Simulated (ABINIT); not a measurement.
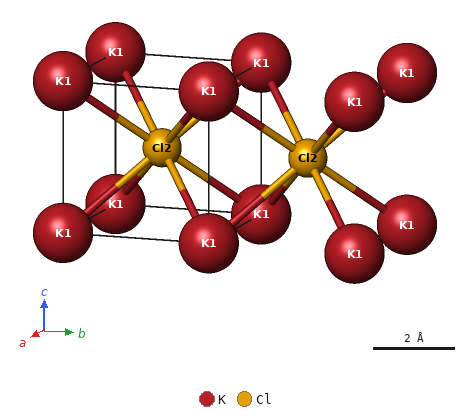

Fig. 1: The input geometry (ball-and-stick view of the cell of the calculation, repeated 1 × 2 × 1, seen slightly off an axis; atoms are numbered from 1 in the order of the input). Near neighbours in the crystal (not all of them lie inside the picture): K has 8 Cl at 3.32 Å; Cl has 8 K at 3.32 Å.

**Geometry relaxation of KCl (part 1 of 3)**

KCl (2 atoms in the cell), computed with Kohn-Sham DFT of a periodic cell, LDA, PseudoDojo NC SR LDA v0.4.1 standard, no spin polarisation (ABINIT 10.8.3).

The structure derives from a Materials Project entry.

**Log**
```
.Version 10.8.3 of ABINIT
 Symmetries : space group Pm -3 m (#221); Bravais cP (primitive cubic)
================================================================================
 Values of the parameters that define the memory need of the present run
     intxc =       0    ionmov =       2      iscf =       7    lmnmax =       6
     lnmax =       6     mgfft =      45  mpssoang =       3    mqgrid =    3001
     natom =       2  nloc_mem =       1    nspden =       1   nspinor =       1
    nsppol =       1      nsym =      48    n1xccc =    2501    ntypat =       2
    occopt =       3   xclevel =       1
       mpw =        4981          nfft =       91125          nkpt =          10
================================================================================
================================================================================

--------------------------------------------------------------------------------
------------- Echo of variables that govern the present computation ------------
--------------------------------------------------------------------------------
 -outvars: echo values of preprocessed input variables --------
            acell      7.2550289837E+00  7.2550289837E+00  7.2550289837E+00 Bohr
              amu      3.90983000E+01  3.54527000E+01
          chkprim           0
      chksymtnons           0
          dilatmx      1.08000000E+00
             ecut      3.60000000E+01 Hartree
           ecutsm      5.00000000E-01 Hartree
           ionmov           2
              ixc           7
         kptrlatt        5    0    0      0    5    0      0    0    5
          kptrlen      3.62751449E+01
            natom           2
            nband          12
            ngfft          45      45      45
             nkpt          10
            nstep          80
             nsym          48
            ntime          50
           ntypat           2
           occopt           3
          optcell           2
           prtden           0
        prtebands           0
           prteig           0
            prtwf           0
          spgroup         221
           tolmxf      2.00000000E-05
           tolsym      1.00000000E-06
           tolvrs      1.00000000E-12
           tsmear      1.83746611E-03 Hartree
            typat      1  2
           xangst      0.0000000000E+00  0.0000000000E+00  0.0000000000E+00
                       1.9195980000E+00  1.9195980000E+00  1.9195980000E+00
            xcart      0.0000000000E+00  0.0000000000E+00  0.0000000000E+00
                       3.6275144918E+00  3.6275144918E+00  3.6275144918E+00
             xred      0.0000000000E+00  0.0000000000E+00  0.0000000000E+00
                       5.0000000000E-01  5.0000000000E-01  5.0000000000E-01
            znucl       19.00000   17.00000

================================================================================

 chkinp: Checking input parameters for consistency.

================================================================================
== DATASET  1 ==================================================================

--- !DatasetInfo
iteration_state: {dtset: 1, }
dimensions: {natom: 2, nkpt: 10, mband: 12, nsppol: 1, nspinor: 1, nspden: 1, mpw: 4981, }
cutoff_energies: {ecut:  36.0, pawecutdg:  -1.0, }
electrons: {nelect:   1.60000000E+01, charge:   0.00000000E+00, occopt:   3.00000000E+00, tsmear:   1.83746611E-03, }
meta: {optdriver: 0, ionmov: 2, optcell: 2, iscf: 7, paral_kgb: 0, }
...

 Exchange-correlation functional for the present dataset will be:
  LDA: Perdew-Wang 92 LSD fit to Ceperley-Alder data - ixc=7
  J.P.Perdew and Y.Wang, PRB 45, 13244 (1992)

 Real(R)+Recip(G) space primitive vectors, cartesian coordinates (Bohr,Bohr^-1):
 R(1)=  7.2550290  0.0000000  0.0000000  G(1)=  0.1378354  0.0000000  0.0000000
 R(2)=  0.0000000  7.2550290  0.0000000  G(2)=  0.0000000  0.1378354  0.0000000
 R(3)=  0.0000000  0.0000000  7.2550290  G(3)=  0.0000000  0.0000000  0.1378354
 Unit cell volume ucvol=  3.8187168E+02 bohr^3
 Angles (23,13,12)=  9.00000000E+01  9.00000000E+01  9.00000000E+01 degrees

 getcut: wavevector=  0.0000  0.0000  0.0000  ngfft=  45  45  45
         ecut(hartree)=     41.990   => boxcut(ratio)=   2.07909

--- Pseudopotential description ------------------------------------------------
- pspini: atom type   1  psp file is ./K.upf
  19.00000   9.00000  180309                  znucl, zion, pspdat
12 -1012 2 -1 2170                            pspcod,pspxc,lmax,lloc,mmax
     nproj     2     2     2

- pspini: atom type   2  psp file is ./Cl.upf
  17.00000   7.00000  180309                  znucl, zion, pspdat
12 -1012 2 -1 1016                            pspcod,pspxc,lmax,lloc,mmax
     nproj     2     2     2

   2.73639740E+02                                ecore*ucvol(ha*bohr**3)
--------------------------------------------------------------------------------

================================================================================

=== [ionmov= 2] Broyden-Fletcher-Goldfarb-Shanno method (forces)
================================================================================

--- Iteration: ( 1/50) Internal Cycle: (1/1)
--------------------------------------------------------------------------------

---SELF-CONSISTENT-FIELD CONVERGENCE--------------------------------------------

--- !BeginCycle
iteration_state: {dtset: 1, itime: 1, icycle: 1, }
solver: {iscf: 7, nstep: 80, nline: 4, wfoptalg: 0, }
tolerances: {tolvrs: 1.00E-12, }
...

     iter   Etot(hartree)      deltaE(h)  residm     vres2
 ETOT  1  -46.435136274388    -4.644E+01 5.544E-02 1.431E+02
 ETOT  2  -46.459505971903    -2.437E-02 6.235E-03 6.440E+00
 ETOT  3  -46.460602751165    -1.097E-03 1.485E-03 1.780E+00
 ETOT  4  -46.460714182943    -1.114E-04 5.784E-04 1.040E-02
 ETOT  5  -46.460714590312    -4.074E-07 6.586E-04 1.366E-04
 ETOT  6  -46.460714599549    -9.237E-09 2.457E-04 1.672E-05
 ETOT  7  -46.460714601468    -1.919E-09 4.205E-04 1.343E-07
 ETOT  8  -46.460714601484    -1.646E-11 1.641E-04 7.828E-10
 ETOT  9  -46.460714601488    -3.141E-12 2.725E-04 1.456E-11
 ETOT 10  -46.460714601486     1.087E-12 1.356E-04 4.110E-13

 At SCF step   10       vres2   =  4.11E-13 < tolvrs=  1.00E-12 =>converged.

 Cartesian components of stress tensor (hartree/bohr^3)
  sigma(1 1)=  1.07363697E-04  sigma(3 2)=  0.00000000E+00
  sigma(2 2)=  1.07363697E-04  sigma(3 1)=  0.00000000E+00
  sigma(3 3)=  1.07363697E-04  sigma(2 1)=  0.00000000E+00

--- !ResultsGS
iteration_state: {dtset: 1, itime: 1, icycle: 1, }
comment   : Summary of ground state results
lattice_vectors:
- [  7.2550290,   0.0000000,   0.0000000, ]
- [  0.0000000,   7.2550290,   0.0000000, ]
- [  0.0000000,   0.0000000,   7.2550290, ]
lattice_lengths: [   7.25503,    7.25503,    7.25503, ]
lattice_angles: [ 90.000,  90.000,  90.000, ] # degrees, (23, 13, 12)
lattice_volume:   3.8187168E+02
convergence: {deltae:  1.087E-12, res2:  4.110E-13, residm:  1.356E-04, diffor: null, }
etotal    :  -4.64607146E+01
entropy   :   0.00000000E+00
fermie    :   8.59100905E-02
cartesian_stress_tensor: # hartree/bohr^3
- [  1.07363697E-04,   0.00000000E+00,   0.00000000E+00, ]
- [  0.00000000E+00,   1.07363697E-04,   0.00000000E+00, ]
- [  0.00000000E+00,   0.00000000E+00,   1.07363697E-04, ]
pressure_GPa:  -3.1587E+00
xred      :
- [  0.0000E+00,   0.0000E+00,   0.0000E+00,  K]
- [  5.0000E-01,   5.0000E-01,   5.0000E-01, Cl]
cartesian_forces: # hartree/bohr
- [ -0.00000000E+00,  -0.00000000E+00,  -0.00000000E+00, ]
- [ -0.00000000E+00,  -0.00000000E+00,  -0.00000000E+00, ]
force_length_stats: {min:   0.00000000E+00, max:   0.00000000E+00, mean:   0.00000000E+00, }
...

 Integrated electronic density in atomic spheres:
 ------------------------------------------------
 Atom  Sphere_radius  Integrated_density
    1        2.00000          6.90745947
    2        2.00000          5.04208979

---OUTPUT-----------------------------------------------------------------------

 Cartesian coordinates (xcart) [bohr]
  0.00000000000000E+00  0.00000000000000E+00  0.00000000000000E+00
  3.62751449184033E+00  3.62751449184033E+00  3.62751449184033E+00
 Reduced coordinates (xred)
  0.00000000000000E+00  0.00000000000000E+00  0.00000000000000E+00
  5.00000000000000E-01  5.00000000000000E-01  5.00000000000000E-01
 Cartesian forces (fcart) [Ha/bohr]; max,rms= 0.00000E+00 0.00000E+00 (free atoms)
 -0.00000000000000E+00 -0.00000000000000E+00 -0.00000000000000E+00
 -0.00000000000000E+00 -0.00000000000000E+00 -0.00000000000000E+00
 Gradient of E wrt nuclear positions in reduced coordinates (gred)
  0.00000000000000E+00  0.00000000000000E+00  0.00000000000000E+00
  0.00000000000000E+00  0.00000000000000E+00  0.00000000000000E+00
 Scale of Primitive Cell (acell) [bohr]
  7.25502898368065E+00  7.25502898368065E+00  7.25502898368065E+00
 Real space primitive translations (rprimd) [bohr]
  7.25502898368065E+00  0.00000000000000E+00  0.00000000000000E+00
  0.00000000000000E+00  7.25502898368065E+00  0.00000000000000E+00
  0.00000000000000E+00  0.00000000000000E+00  7.25502898368065E+00
 Unitary Cell Volume (ucvol) [Bohr^3]=  3.81871683063551E+02
 Angles (23,13,12)= [degrees]
  9.00000000000000E+01  9.00000000000000E+01  9.00000000000000E+01
 Lengths [Bohr]
  7.25502898368065E+00  7.25502898368065E+00  7.25502898368065E+00
 Stress tensor in cartesian coordinates (strten) [Ha/bohr^3]
  1.07363697084471E-04  0.00000000000000E+00  0.00000000000000E+00
  0.00000000000000E+00  1.07363697084472E-04  0.00000000000000E+00
  0.00000000000000E+00  0.00000000000000E+00  1.07363697084472E-04
 Total energy (etotal) [Ha]= -4.64607146014865E+01

--- Iteration: ( 2/50) Internal Cycle: (1/1)
--------------------------------------------------------------------------------

---SELF-CONSISTENT-FIELD CONVERGENCE--------------------------------------------

--- !BeginCycle
iteration_state: {dtset: 1, itime: 2, icycle: 1, }
solver: {iscf: 7, nstep: 80, nline: 4, wfoptalg: 0, }
tolerances: {tolvrs: 1.00E-12, }
...

     iter   Etot(hartree)      deltaE(h)  residm     vres2
 ETOT  1  -46.460886873331    -4.646E+01 7.308E-04 2.013E+00
 ETOT  2  -46.461086329960    -1.995E-04 1.943E-04 1.660E-01
 ETOT  3  -46.461100889858    -1.456E-05 9.573E-05 1.611E-02
 ETOT  4  -46.461102310861    -1.421E-06 1.434E-04 1.633E-03
 ETOT  5  -46.461102409635    -9.877E-08 6.705E-05 3.064E-05
 ETOT  6  -46.461102412146    -2.511E-09 1.060E-04 1.215E-06
 ETOT  7  -46.461102412217    -7.183E-11 4.813E-05 4.264E-09
 ETOT  8  -46.461102412219    -1.663E-12 7.575E-05 6.032E-11
 ETOT  9  -46.461102412216     3.183E-12 3.409E-05 8.344E-13

 At SCF step    9       vres2   =  8.34E-13 < tolvrs=  1.00E-12 =>converged.

 Cartesian components of stress tensor (hartree/bohr^3)
  sigma(1 1)=  1.03468210E-04  sigma(3 2)=  0.00000000E+00
  sigma(2 2)=  1.03468210E-04  sigma(3 1)=  0.00000000E+00
  sigma(3 3)=  1.03468210E-04  sigma(2 1)=  0.00000000E+00

--- !ResultsGS
iteration_state: {dtset: 1, itime: 2, icycle: 1, }
comment   : Summary of ground state results
lattice_vectors:
- [  7.2316612,   0.0000000,   0.0000000, ]
- [  0.0000000,   7.2316612,   0.0000000, ]
- [  0.0000000,   0.0000000,   7.2316612, ]
lattice_lengths: [   7.23166,    7.23166,    7.23166, ]
lattice_angles: [ 90.000,  90.000,  90.000, ] # degrees, (23, 13, 12)
lattice_volume:   3.7819363E+02
convergence: {deltae:  3.183E-12, res2:  8.344E-13, residm:  3.409E-05, diffor: null, }
etotal    :  -4.64611024E+01
entropy   :   0.00000000E+00
fermie    :   8.91508924E-02
cartesian_stress_tensor: # hartree/bohr^3
- [  1.03468210E-04,   0.00000000E+00,   0.00000000E+00, ]
- [  0.00000000E+00,   1.03468210E-04,   0.00000000E+00, ]
- [  0.00000000E+00,   0.00000000E+00,   1.03468210E-04, ]
pressure_GPa:  -3.0441E+00
xred      :
- [  0.0000E+00,   0.0000E+00,   0.0000E+00,  K]
- [  5.0000E-01,   5.0000E-01,   5.0000E-01, Cl]
cartesian_forces: # hartree/bohr
- [ -0.00000000E+00,  -0.00000000E+00,  -0.00000000E+00, ]
- [ -0.00000000E+00,  -0.00000000E+00,  -0.00000000E+00, ]
force_length_stats: {min:   0.00000000E+00, max:   0.00000000E+00, mean:   0.00000000E+00, }
...

 Integrated electronic density in atomic spheres:
 ------------------------------------------------
 Atom  Sphere_radius  Integrated_density
    1        2.00000          6.91169654
    2        2.00000          5.05490524

---OUTPUT-----------------------------------------------------------------------
```
